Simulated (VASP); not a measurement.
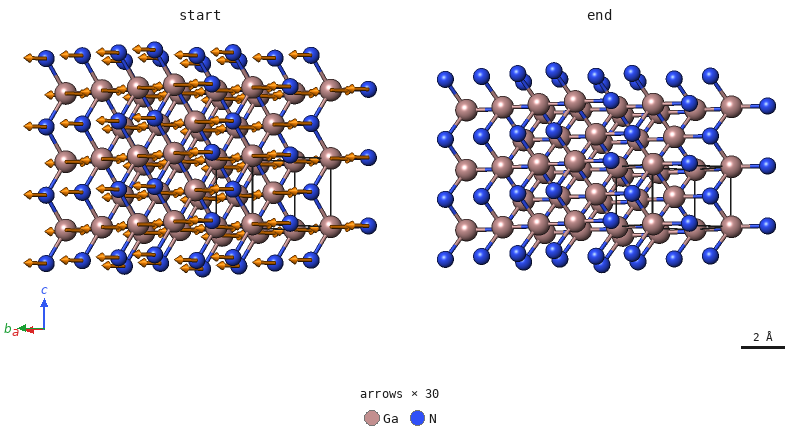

The structure of solid GaN (a generated structure, set up in Imm2) before (left) and after (right) a relaxation, at one scale. The orange arrows give the displacements (the part carried along by the change of the cell is left out), 30 times their true length.

Style: ball-and-stick. Shown: the cell of the calculation, repeated 3 × 2 × 2 with one cell outlined, from a free direction.

The run lets cell and atoms move.

Theory: Kohn-Sham DFT of a periodic cell, LDA, VASP PAW LDA potentials, recommended (VASP).

Input
```
PREC = Accurate
ENCUT = 220
EDIFF = 1E-6
ISMEAR = 0
SIGMA = 0.02
LREAL = F
LASPH = T
NELM = 100
ALGO = Normal
ISIF = 3
LWAVE = F
LCHARG = F
GGA = CA
IBRION = 2
NSW = 60
EDIFFG = -0.02
LATTICE_CONSTRAINTS = .FALSE. .FALSE. .TRUE.
```

Run as
```bash
cat potpaw_LDA.64/Ga_d/POTCAR potpaw_LDA.64/N/POTCAR > POTCAR
mpirun -np 1 vasp_std > vasp.out
```

What changed between the two?

Over 8 geometry steps the energy falls by 409 meV per atom. The largest force component goes from 0.3 to 0.014 eV/Å. The pressure goes from −88.22 to −41.32 GPa. The largest moves relative to the cell, 0.044 Å, are those of Ga and N atoms. Largest moves by element: Ga 0.044 Å, N 0.044 Å. Cell: a unchanged at 3.138 Å, b unchanged at 4.437 Å, c 3.247 → 2.851 Å (−12.2 %). Volume −12.2 %. Some distances before and after: Ga–N 1.966 → 1.861 Å, Ga–N 1.921 → 1.872 Å. Among the angles between lasting bonds that change: N–Ga–N 111.3° → 100.0°, Ga–N–Ga 111.3° → 100.0°, N–Ga–N 109.5° → 113.8°. The space group stays Imm2 (No. 44). At step 1 the optimiser overshot: the energy rose above the start, and later steps came back. The volume changes by over a tenth within one run on a fixed set of plane waves, so the end point should be relaxed again from the new cell.
